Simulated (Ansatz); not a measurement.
Ti₂₄O₄₇: several calculations on one system

Part 1: Relaxation

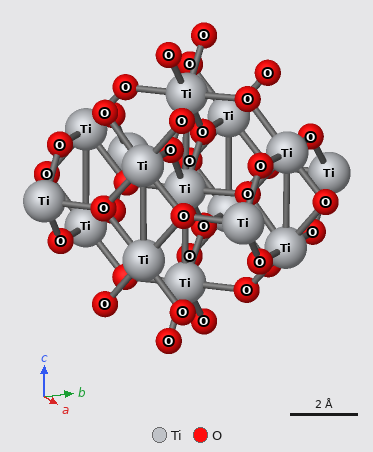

A defect cell of composition Ti24O47, before the relaxation. A ball-and-stick model of the atoms within 5.0 Å of the atom that moves most (axes of the cell of the calculation (origin shifted)), seen slightly off an axis.

Theory: DFT, PBEsol, PAW, plane waves (Ansatz).

Set-up: plane-wave cutoff 420 eV; k-point mesh 1 × 1 × 1; mesh shifted by (0.25, 0.25, 0.25); collinear spin; atoms relaxed in a fixed cell; force threshold 0.03 eV/Å; at most 80 steps.

```
Ti O
1.0
     9.18283    0.00000    0.00000
     0.00000    9.18283    0.00000
     0.00000    0.00000    8.81661
Ti O
24 47
Cartesian
  9.1764 9.1798 8.8143
  9.1595 0.0089 2.9282
  0.0056 0.0089 5.8782
  9.1697 4.5884 8.8163
  0.0192 4.5784 2.9482
  9.1683 4.5903 5.8727
  4.5916 0.0130 8.7923
  4.5788 9.1725 2.9469
  4.5754 0.0272 5.9126
  4.6170 4.6031 8.7986
  4.5488 4.5719 2.9597
  4.5956 4.5569 5.8596
  2.3441 2.3033 1.4680
  2.2697 2.2913 4.3880
  2.2861 2.2912 7.3756
  2.2937 6.8785 1.5108
  2.2888 6.8803 4.4185
  2.2902 6.8923 7.3524
  6.9085 2.3395 1.4952
  6.8841 2.3022 4.4183
  6.8641 2.2847 7.3330
  6.9343 6.8923 1.4724
  6.9129 6.8659 4.3839
  6.9217 6.9098 7.3124
  1.4102 1.3851 8.8072
  1.4046 1.4329 2.9545
  1.4046 1.3842 5.8760
  1.3675 6.0086 8.8148
  1.3700 5.9956 2.9051
  1.3928 5.9874 5.8564
  5.9969 1.4160 0.0233
  6.0074 1.4092 2.9412
  5.9639 1.3771 5.8860
  6.0320 5.9952 0.0218
  5.9979 5.9743 2.9505
  6.0043 6.0087 5.8954
  3.2072 3.1963 8.8071
  3.2369 3.1751 2.9668
  3.2341 3.2201 5.8718
  3.2126 7.7748 0.0042
  3.1935 7.8096 2.9102
  3.1941 7.7811 5.9440
  7.8039 3.1672 0.0295
  7.7883 3.1971 2.9381
  7.8032 3.2162 5.9098
  7.7743 7.7969 0.0392
  7.7691 7.8050 2.9384
  7.8011 7.7944 5.9088
  0.8859 3.6699 1.4587
  0.9027 3.7123 4.4097
  0.8927 3.7004 7.3632
  0.9049 8.2801 1.4771
  0.8866 8.2825 4.3919
  0.9022 8.2652 7.3196
  5.4949 3.6678 1.4722
  5.4891 3.7356 7.3564
  5.5234 8.2887 1.4650
  5.4911 8.3110 4.4031
  5.4854 8.2433 7.3452
  3.7008 0.8766 1.4596
  3.6849 0.9112 4.3894
  3.6753 0.8928 7.3660
  3.7287 5.5139 1.4886
  3.6860 5.5232 4.4291
  3.6823 5.4960 7.3258
  8.2866 0.8731 1.4491
  8.3346 0.9050 4.4391
  8.3137 0.8963 7.3650
  8.2783 5.4643 1.4803
  8.2439 5.5033 4.3918
  8.2945 5.5007 7.3619
```

### Predict the outcome.

After 8 geometry steps the energy has fallen by 1.782 eV per cell of the calculation. The largest force component goes from 1.4 to 0.029 eV/Å. The largest move is that of Ti12, 0.32 Å along [−2 3 3]. By element the largest moves are Ti 0.32 Å, O 0.14 Å. The cell doesn't change. Some distances before and after: Ti11–Ti12 2.900 → 3.311 Å, Ti10–Ti11 2.979 → 2.773 Å, Ti12–O65 1.966 → 1.768 Å, Ti10–Ti12 2.939 → 2.773 Å. Among the angles between lasting bonds that change: Ti11–O64–Ti12 96.0° → 120.7°, Ti10–Ti12–O64 136.8° → 157.1°, O55–Ti11–O64 177.3° → 159.2°. The program noted that the starting moments weren't kept.

After the run, drawn alike:

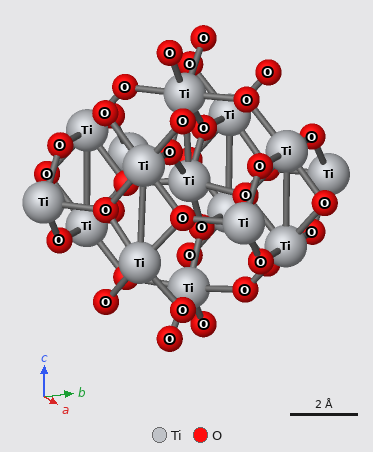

Part 2: Relaxation

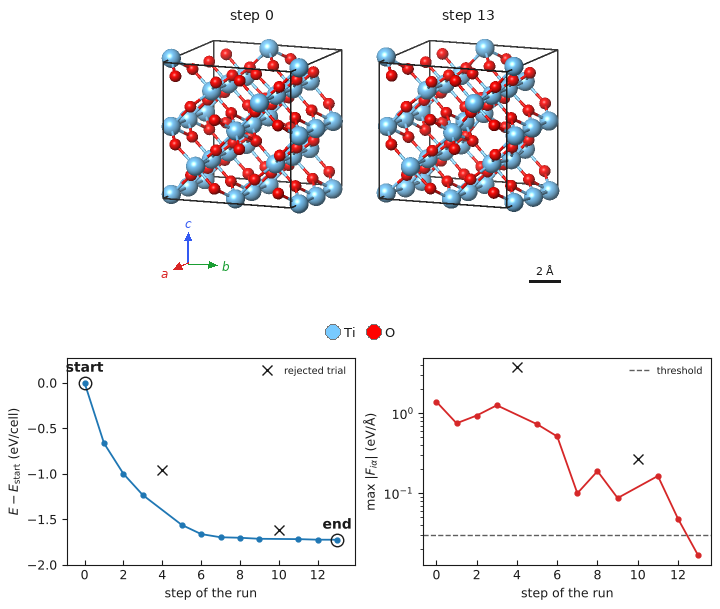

First and last geometry of a relaxation of a defect cell of composition Ti24O47, with the history of the run. The picture is a ball-and-stick view of the cell of the calculation, reduced to other axes (origin shifted), seen slightly off an axis. Lengths and directions refer to the drawn axes.

All numbers below come from DFT, PBEsol, PAW, plane waves (Ansatz 0.2.0). Settings: plane-wave cutoff 420 eV; k-point mesh 1 × 1 × 1; mesh shifted by (0.25, 0.25, 0.25); no spin polarisation; atoms relaxed in a fixed cell; force threshold 0.03 eV/Å; at most 80 steps.

Read the history and describe the run.

It converged. A Ti atom moves most: 0.33 Å roughly along [1 −1 1]. By element the largest moves are Ti 0.33 Å, O 0.14 Å. The cell doesn't change. Near-neighbour distances that change, for instance: Ti–Ti 2.900 → 3.305 Å, O–Ti 2.014 → 1.772 Å, O–Ti 1.966 → 1.767 Å, Ti–Ti 2.979 → 2.781 Å. Among the angles between lasting bonds that change: Ti–O–Ti 96.0° → 121.0°, Ti–Ti–O 136.8° → 158.2°, Ti–Ti–O 139.3° → 158.3°. Over 11 accepted moves (13 points after the start) the energy falls by 1.724 eV per cell of the calculation. Largest force component: 1.4 eV/Å at the start, 0.017 eV/Å at the end. The line search rejected the trial steps at points 4, 10 of the run. Cost: 3.3 min on 7 threads of Arm Neoverse-V2, peak memory 1.8 GiB.

```
step  E − E(0), meV/atom  largest force component, eV/Å      note
   0                0.00                         1.3910          
   1               -9.34                         0.7489          
   2              -14.08                         0.9354          
   3              -17.37                         1.2570          
   4              -13.50                         3.7680  rejected
   5              -21.98                         0.7290          
   6              -23.41                         0.5124          
   7              -23.90                         0.0997          
   8              -23.98                         0.1888          
   9              -24.14                         0.0869          
  10              -22.75                         0.2666  rejected
  11              -24.19                         0.1642          
  12              -24.28                         0.0478          
  13              -24.29                         0.0167
```

Part 3: Defect

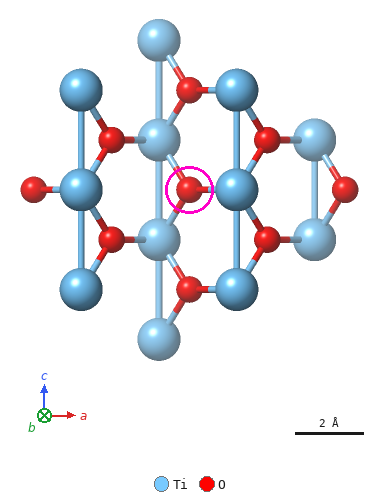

Perfect TiO2. A ball-and-stick model of the atoms within 4.6 Å of one point, in a slice 3.4 Å thick across the line of sight, seen along the b axis.

These are results of Ansatz 0.2.0, DFT, PBEsol, PAW, plane waves, not measurements. (plane-wave cutoff 420 eV; k-point mesh 1 × 1 × 1; mesh shifted by (0.25, 0.25, 0.25); no spin polarisation) Fermi-Dirac smearing of 0.01 eV. The axes drawn are those of the host's conventional cell.

An oxygen atom is taken out (a vacancy) at the ringed place, in charge state 0. The supercell has 72 sites, and the atoms are relaxed at the host's cell.

**How do the neighbours respond?**

Around the empty O site the host had 3 Ti at 1.94 to 1.97 Å; after relaxation the nearest atoms are 3 Ti at 2.24 to 2.26 Å, 4 O at 2.44 to 2.68 Å. Of the host's atoms, a titanium atom moves furthest from its site, by 0.30 Å.

The relaxed defect, seen from the same direction:

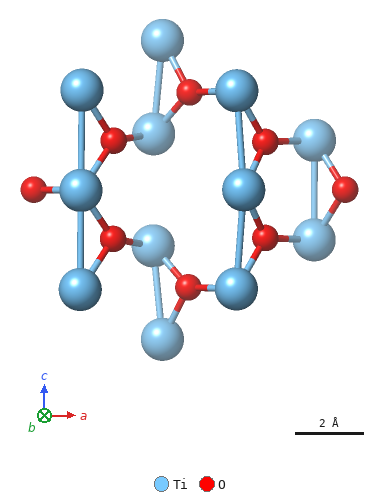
